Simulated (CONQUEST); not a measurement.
# Energy of MgS along an even scaling of the cell

System: MgS (Fm-3m, 4 atoms in the cell).
Method: Kohn-Sham DFT of a periodic cell, PBE, PseudoDojo NC PBE, no spin polarisation (CONQUEST 1.3).

The 7 runs differ only in the geometry, by an even scaling of the cell at fixed fractional positions. The structure derives from an entry of the Crystallography Open Database.

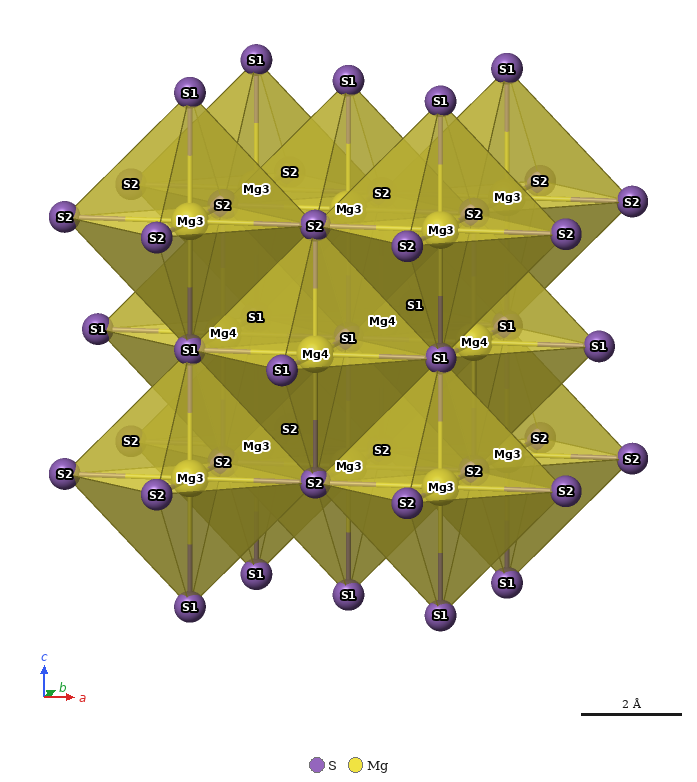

Figure 1. The structure of run 4 (polyhedral view of the cell 2 times as large as that of the calculation, set on its symmetry axes, seen slightly off an axis; polyhedra are completed across the faces of the cell; atoms are numbered from 1 in the order of the input).

## Input of run 4
```
IO.Title MgS
IO.Coordinates coords.dat
IO.FractionalAtomicCoords T
IO.Iprint 2
IO.Iprint_init 1
General.NumberOfSpecies 2
General.PseudopotentialType hamann
AtomMove.TypeOfRun static
AtomMove.FullStress T
Grid.PointsAlongX 36
Grid.PointsAlongY 36
Grid.PointsAlongZ 60
DM.SolutionMethod diagon
Diag.MPMesh T
Diag.GammaCentred T
Diag.MPMeshX 7
Diag.MPMeshY 7
Diag.MPMeshZ 5
Diag.kT 0.00183747
minE.SCTolerance 1e-6
SC.MaxIters 100
IO.AtomChargeOutput T
%block ChemicalSpeciesLabel
1 32.070 S
2 24.310 Mg
%endblock
```

Command:
```bash
Conquest
```

Lattice vectors (Å) and fractional positions of run 4:
```
   3.679289    0.000000    0.000000
   0.000000    3.679289    0.000000
   0.000000    0.000000    5.203300
S   0.000000  0.000000  0.500000
S   0.500000  0.500000  0.000000
Mg  0.000000  0.000000  0.000000
Mg  0.500000  0.500000  0.500000
```

Run 6 has the same physical settings and fractional positions; its lattice vectors (Å) are:
```
   3.727706    0.000000    0.000000
   0.000000    3.727706    0.000000
   0.000000    0.000000    5.271772
```

## Results, with one run withheld

```csv
run,volume per atom (Å³),"free energy per atom, from the lowest run given (meV)",pressure (GPa),gap on the mesh (eV)
1,16.553,49.90,9.58,2.72
2,16.905,31.98,7.25,2.68
3,17.257,17.95,5.38,2.64
4,17.609,8.01,3.59,2.60
5,17.962,1.69,2.08,2.56
6,18.314,?,?,?
7,18.666,0.00,−1.15,2.48
```

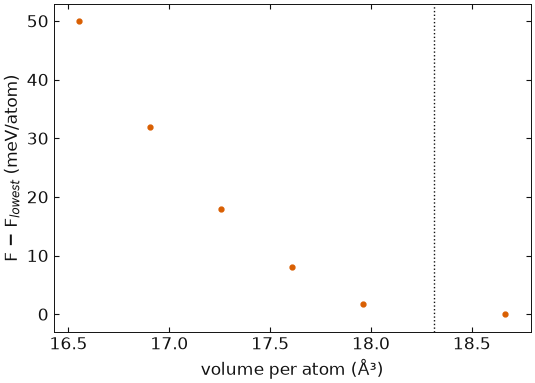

Figure 2. Free energy per atom of the runs given; the dotted line marks run 6.

Fit the runs given and predict run 6.

A cubic polynomial in V^(−2/3) (the Birch–Murnaghan form), fitted to the 6 runs given, misses them by at most 0.05 meV per atom. With x = V^(−2/3) − 0.14853 Å⁻², it reads F = 11.489 + 4827.9 x + 4.4067e+05 x² − 5.0881e+06 x³ (meV per atom). At run 6 it gives −0.90 meV per atom, and the run itself gives −1.08. The slope of the fit gives a pressure −dF/dV of 0.38 GPa there, and the run prints 0.35 GPa. The fit has its minimum at 18.398 Å³ per atom, where V d²F/dV² gives 82.5 GPa: the bulk modulus at this level, since symmetry fixes the shape and the positions. The gap on the mesh goes, without turning, from 2.72 eV in run 1 to 2.48 eV in run 7; run 6 has 2.52 eV. These are gaps of this functional on this mesh, which can miss the band edges; they aren't the measured gap.

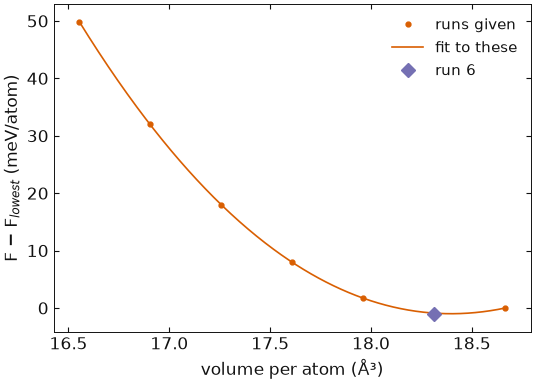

Figure 3. The fit and the withheld run.

## Some lines of the output (run 6)
```
[...]
      Using Fermi-Dirac smearing
          DFT Total Energy                 :      -141.003074616903234 Ha
          DFT Total Energy                 :      -141.029560114261756 Ha
          DFT Total Energy                 :      -141.029672814478261 Ha
          DFT Total Energy                 :      -141.029696133383254 Ha
          DFT Total Energy                 :      -141.029696417939107 Ha
          DFT Total Energy                 :      -141.029696419901825 Ha
          DFT Total Energy                 :      -141.029696432689718 Ha
      |* DFT total energy        =      -141.029696432689718 Ha
    force: Average pressure:      0.34709450 GPa
```

Notes: With a small basis of atomic orbitals these values can differ much from converged plane-wave results.
